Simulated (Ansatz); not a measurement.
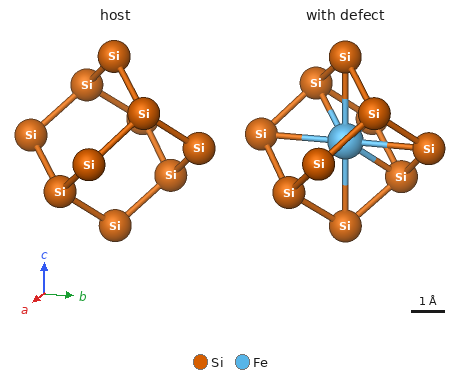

Left: perfect Si. Right: the same region with one point defect, after relaxing the atoms in a supercell of 128 sites. The picture is a ball-and-stick view of the atoms within 3.3 Å of one point, seen slightly off an axis.

The calculation used Ansatz, DFT, PBEsol, PAW, plane waves. Set-up: plane-wave cutoff 420 eV; k-point mesh 1 × 1 × 1; mesh shifted by (0.25, 0.25, 0.25); collinear spin. Fermi-Dirac smearing of 0.01 eV. The axes drawn are those of the host's conventional cell.

Question: Which defect is it?

Answer: An extra iron atom is put between the host's atoms (an interstitial).

The charge state of the cell is 0.

Question: How does the lattice respond?

Answer: The Fe atom starts with 10 Si at 2.33 to 2.74 Å around its place and ends with 10 Si at 2.37 to 2.72 Å. Of the host's atoms, a silicon atom moves furthest from its site, by 0.08 Å. The cell's net moment is 2.00 μB. Relaxing the atoms from the host's sites lowers the energy by 1.13 eV.
